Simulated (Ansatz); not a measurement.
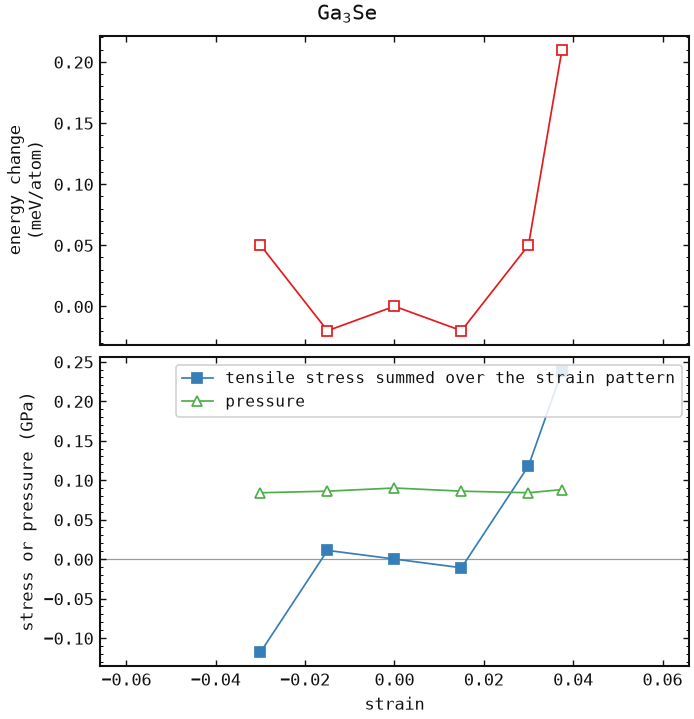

The plot gives the computed energy change, tensile stress summed over the strain pattern and pressure against strain for Ga₃Se, space group Pm-3m (No. 221).

The given structure:
```xyz
4
Lattice="4.2249 0.0000 0.0000 0.0000 4.2249 0.0000 0.0000 0.0000 4.2249" Properties=species:S:1:pos:R:3 pbc="T T T"
Ga    0.0000    2.1125    2.1125
Ga    2.1125    0.0000    2.1125
Ga    2.1125    2.1125    0.0000
Se    0.0000    0.0000    0.0000
```

Method: homogeneous strain of a crystal along one Voigt pattern with engineering shear, fractional coordinates fixed, by plane-wave density functional theory with PAW datasets, free energies less that of the undisturbed cell, pressure positive in compression; scalar-relativistic (Ansatz 0.2.0). Level: PBEsol with D3(BJ), no spin polarisation.

- wave cutoff: 420 eV
- k mesh: 12×12×12
- occupations: Gaussian
- smearing width: 0.15 eV
- k shift: (0, 0, 0) (mesh steps)
- start: relaxed
- strain pattern: (0, 0, 0, 0, 0, 1) (xx yy zz yz xz xy with engineering shear)

The points at strain −0.045, −0.015, 0.03 and 0.06 follow from computed ones by symmetry.

The points at strain −0.0600, −0.0450, 0.0450, 0.0525 and 0.0600 are left out of the plot. What values does the calculation give there?

| strain | energy change (meV/atom) | tensile stress summed over the strain pattern (GPa) | pressure (GPa) |
| --- | --- | --- | --- |
| −0.0600 | 1.41 | −0.661 | 0.134 |
| −0.0450 | 0.48 | −0.380 | 0.098 |
| 0.0450 | 0.48 | 0.380 | 0.098 |
| 0.0525 | 0.88 | 0.525 | 0.113 |
| 0.0600 | 1.41 | 0.661 | 0.134 |

Keep in mind: no spin polarisation, a magnetic state may lie lower.
